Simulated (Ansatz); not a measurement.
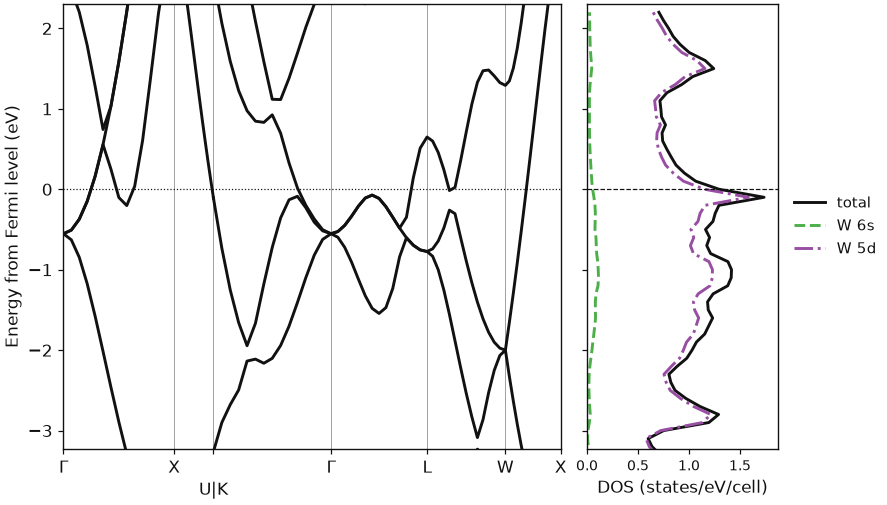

Band structure and density of states. Energies are counted from the Fermi level. The partial curves are projected on Löwdin-orthogonalised atomic shells.

Question: What lattice type does the k path imply?

Answer: A face-centred cubic lattice: the path Γ–X–U|K–Γ–L–W–X runs through the special points of its Brillouin zone.

System: W, space group Fm-3m (No. 225), 1 atom in the cell; a = 2.85 Å, b = 2.85 Å, c = 2.85 Å, α = 60.00°, β = 60.00°, γ = 60.00°.

Level of theory: DFT PBE, scalar-relativistic, plane waves, PAW, no spin polarisation, 18×18×18 k mesh, 420 eV cutoff; code Ansatz 0.2.0.

Question: Metal, semiconductor or insulator?

Answer: A metal: 2 bands cross the Fermi level along this path.

Question: What is the density of states at the Fermi level?

Answer: The density of states at the Fermi level is about 1.3 per eV and cell (mean within 0.25 eV).

Spin-orbit coupling is left out, which matters for W. The run has no spin polarisation, and a density of states this high at the Fermi level may favour a magnetic state.
